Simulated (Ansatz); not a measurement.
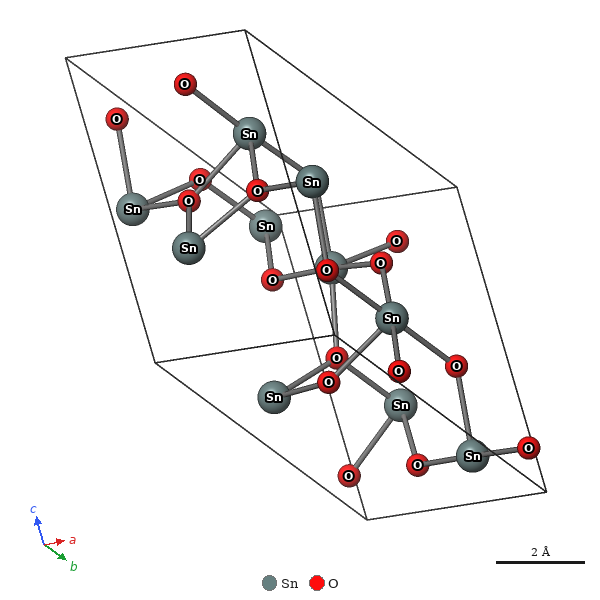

Shown here is a ball-and-stick view of the crystal, taken from a general direction. The box is the supercell; atoms on or close to its faces, edges and corners are drawn wherever they repeat. The host is SnO2, in a cell of 24 sites, and the cell carries a charge of +1.

Where does the cell differ from the host, and how?

Answer. An oxygen vacancy. Around the empty site lie three Sn and one O at about 2.2 to 2.5 Å.

All computed values are from DFT PBE, scalar-relativistic, plane waves, PAW in Ansatz 0.2.0. Settings: E_cut = 420 eV, k-point mesh 3×3×3, Gaussian smearing of 0.01 eV, collinear spins.

Does the cell have a net magnetic moment?

Answer. Yes, 0.1 μB in the cell.

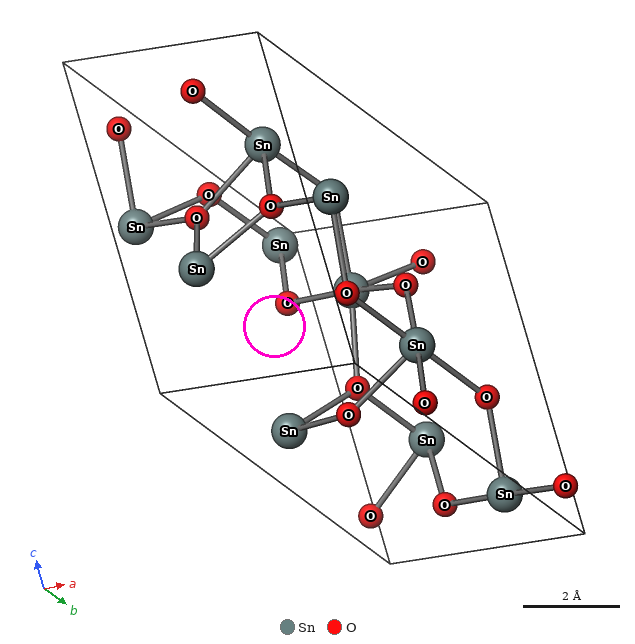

The same cell with a ring at the defect's site.

The atoms were relaxed in the host's cell with DFT PBE, scalar-relativistic, plane waves, PAW in Ansatz 0.2.0.
